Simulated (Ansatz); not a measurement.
System: a slab cut from ZrN (slab content Zr₅N₄), space group Fm-3m (No. 225).

The given structure:
```
CELL_PARAMETERS angstrom
0.00000 2.29730 2.29730
2.29730 0.00000 2.29730
2.29730 2.29730 0.00000
ATOMIC_POSITIONS crystal
Zr 0.00000 0.00000 0.00000
N 0.50000 0.50000 0.50000
```

Input of one of the runs behind the figure:
```
crystal:
  lattice:
    - [3.2489094157, 0.0, 0.0]
    - [-1.6244547079, 2.8136380886, 0.0]
    - [0.0, 0.0, 25.6108937188]
  atoms:
    - { symbol: Zr, position: [0.6666666667, 0.3333333333, 0.2928441343] }
    - { symbol: "N", position: [0.0, 0.0, 0.3446331007] }
    - { symbol: Zr, position: [0.3333333333, 0.6666666667, 0.3964220672] }
    - { symbol: "N", position: [0.6666666667, 0.3333333333, 0.4482110336] }
    - { symbol: Zr, position: [0.0, 0.0, 0.5] }
    - { symbol: "N", position: [0.3333333333, 0.6666666667, 0.5517889664] }
    - { symbol: Zr, position: [0.6666666667, 0.3333333333, 0.6035779328] }
    - { symbol: "N", position: [0.0, 0.0, 0.6553668993] }
    - { symbol: Zr, position: [0.3333333333, 0.6666666667, 0.7071558657] }
basis:
  ecutwfc: 420
kpoints:
  mp_grid: { grid: [12, 12, 1] }
hamiltonian:
  xc: pbe
scf:
  occupations: { method: gaussian, width: 0.1 }
output:
  forces: true
  eigenvalues: true
  write_density: true
  write_potential: true
  elf: true
  volumetric_format: npy
relax:
  adjacent_minimum: "off"
  f_tol: 0.02
  max_steps: 60
efield:
  axis: 3
  dipole_correction: true
  ramp_width: 0.04
```

Command:
```bash
ansatz run input.yaml --threads 1 --pin off --max-ram 2560MiB --backend cpu --events-out ev --progress --plain --runs-dir out
```

Computed with Ansatz 0.2.0: spacing and rumpling of the atomic planes of a slab cut from the relaxed bulk cell along the Miller plane (conventional indices), bottom to top, after all atoms relax, plane waves with PAW datasets, Γ-centred k mesh. Level: PBE, no spin polarisation.

space group in which the indices count 225; Miller index h 1; Miller index k 1; Miller index l 1; top plane Zr; bottom plane Zr; planes 9; surface cell (1, 1); slab thickness as cut 10.61 Å; vacuum 15 Å; surface area 9.141 Å²; surface a 3.249 Å; surface b 3.249 Å; surface angle 120 °; slab atoms 9; wave cutoff 420 eV; k mesh 12×12×1; occupations Gaussian; smearing width 0.1 eV; boundary dipole corrected.

Predict the spacing change of each pair of planes. The cases: 1–2; 2–3; 3–4; 4–5; 5–6; 6–7; 7–8; 8–9.

The least value, −0.068 Å, is that of 1–2 and 8–9, and the largest, 0.029 Å, that of 3–4 and 6–7. In rising order: 1–2 (−0.068), 8–9 (−0.068), 2–3 (−0.024), 7–8 (−0.024), 4–5 (0.001), 5–6 (0.001), 3–4 (0.029), 6–7 (0.029), in Å. The spacing to next, in Å, is 1.258 for 1–2, 1.302 for 2–3, 1.356 for 3–4, 1.327 for 4–5, 1.327 for 5–6, 1.356 for 6–7, 1.302 for 7–8 and 1.258 for 8–9. The content of the two planes is Zr and N for 1–2, N and Zr for 2–3, Zr and N for 3–4, N and Zr for 4–5, Zr and N for 5–6, N and Zr for 6–7, Zr and N for 7–8 and N and Zr for 8–9.

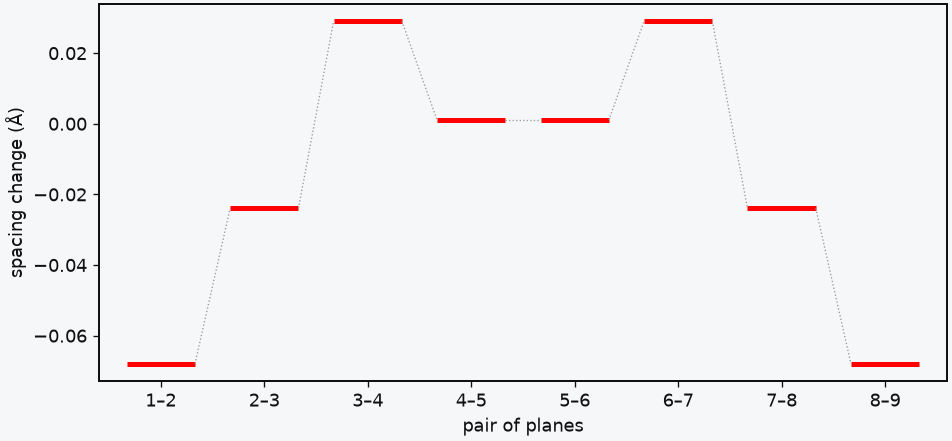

Limits of the calculation: k mesh lowers the symmetry; no spin polarisation, a magnetic state may lie lower; xc potential rough in thin density.
